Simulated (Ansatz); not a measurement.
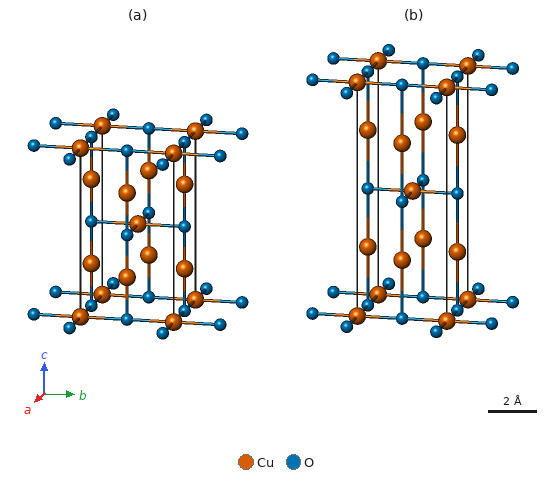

The structure of crystalline Cu3O2 (set up in I4/mmm) (cell charge −6) before (left) and after (right) a relaxation, at one scale.

A ball-and-stick model of the conventional cell (2 times the calculation's cell), seen slightly off an axis. Lengths and directions refer to the drawn axes.

The run lets cell and atoms move.

Method: Kohn-Sham DFT of a periodic cell, PBEsol, Ansatz PAW in Ansatz 0.2.0.

Input file:
```yaml
crystal:
  lattice:
    - [-2.022982, 2.022982, 3.673617]
    - [2.022982, -2.022982, 3.673617]
    - [2.022982, 2.022982, -3.673617]
  atoms:
    - { symbol: Cu, position: [0.0, 0.0, 0.0] }
    - { symbol: Cu, position: [0.75, 0.25, 0.5] }
    - { symbol: Cu, position: [0.25, 0.75, 0.5] }
    - { symbol: O, position: [0.5, 0.0, 0.5] }
    - { symbol: O, position: [0.0, 0.5, 0.5] }
hamiltonian:
  xc: pbesol
  pseudopotentials: { kind: paw }
kpoints:
  mp_grid: { grid: [9, 9, 9] }
scf:
  occupations: { method: fermi_dirac, width: 0.05 }
  max_iter: 80
output:
  forces: true
  stress: true
  eigenvalues: true
relax:
  f_tol: 0.01
  max_steps: 40
  cell: { stress_tol: 0.05 }
total_charge: -6
```

Command:
```bash
ansatz run input.yaml --threads 2 --pin off --max-ram 5632MiB --backend cpu --events-out ev --progress --plain --runs-dir out
```

**What changed between the two?**

The run was cut off at its time limit before the relaxation converged, so the last structure is only a point on the way. The input was poor on purpose: a charge that the system can't hold. The energy falls by 5078 meV per atom in 13 accepted moves (15 points after the start). All forces vanish by symmetry, so only the cell relaxes. The pressure goes from 38.98 to −0.01 GPa. The SCF was repeated twice at an unchanged geometry on a basis and grid sized afresh for the cell, which shifted the energy by 68.0 meV per atom at most. The atoms keep their places relative to the cell (all moves are under 0.005 Å). The drawn cell changes as follows: a = b 4.046 → 3.891 Å (−3.8 %), c 7.347 → 10.174 Å (+38.5 %); the volume changes by +28.1 %. Near-neighbour distances that change, for instance: Cu–O 1.837 → 2.543 Å, Cu–O 2.023 → 1.946 Å. The space group stays I4/mmm (No. 139). The run took 40 s on 2 threads of AMD EPYC 9R45 96-Core Processor (Zen 5), with other jobs on the host, peak memory 0.58 GiB.

Limits of the set-up: the cell is charged, on a uniform background, and energies carry no finite-size correction.
